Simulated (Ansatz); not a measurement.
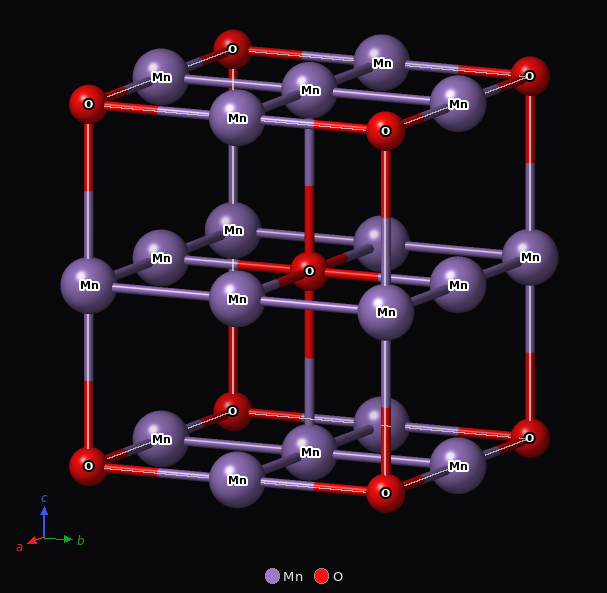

This ball-and-stick model is shown slightly off an axis. The lines enclose the conventional unit cell; boundary atoms appear with their images. Cell: a = 4.44 Å, b = 4.44 Å, c = 4.95 Å, α = 90.00°, β = 90.00°, γ = 90.00°.

The structure comes from a structure type filled with these elements by a generator (whether the compound takes this form wasn't checked). Earlier steps of the study may have refined or changed the cell and positions. It was the input of a calculation with Ansatz.

### Explain the picture.

The solid is Mn₃O. Space group I4/mmm (No. 139), lattice body-centred tetragonal. It has 8 atoms to the cell (6 Mn, 2 O). Numbers of contacts at bonding distance: Mn 4 to 6 (mean 4.7) and O 6. Not all metal-metal contacts are counted.

Electronic-structure method: Ansatz 0.2.0, DFT PBE, scalar-relativistic, plane waves, PAW. Parameters: an energy cutoff of 420 eV, k-points about 0.14 Å⁻¹ apart, Gaussian smearing of 0.1 eV, collinear spins.

### Which atoms carry magnetic moments in this run, and how do they order?

The state reached is ferrimagnetic. Sizes: Mn 2.1 to 2.4 μB; net moment 3.1 μB in the run's cell of 4 atoms.

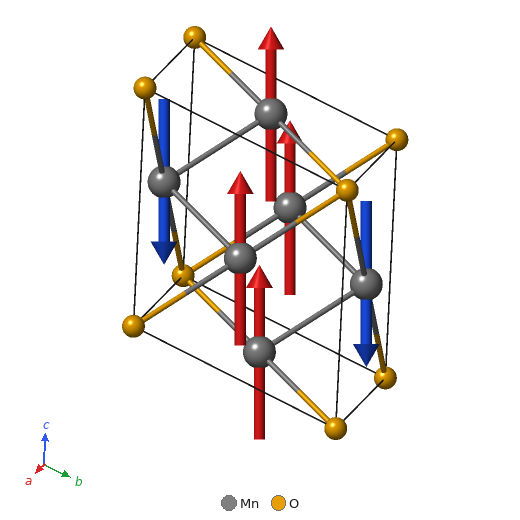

Site moments above 0.25 μB as arrows, small induced ones on non-metal atoms left out (red along the largest or up, blue against, purple across). The run's cell of 4 atoms is drawn, so axes and origin can differ from the first picture.

### Does it come out as a metal, or with a gap?

A metal: bands cross the Fermi level.

### Give the Bader charge of each element.

Mn +0.24 to +0.44 e; O -1.13 e.

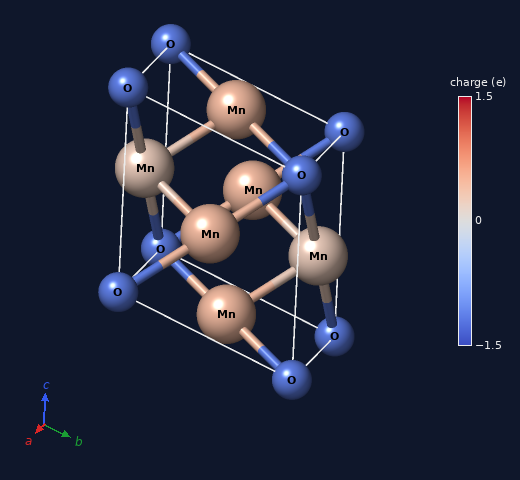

The atoms coloured by those charges. The run's cell of 4 atoms is drawn, so axes and origin can differ from the first picture.

### Is this the optimised geometry for these settings?

Yes. All forces vanish to within 0.01 eV/Å. The pressure is 0.0 GPa, close to zero.
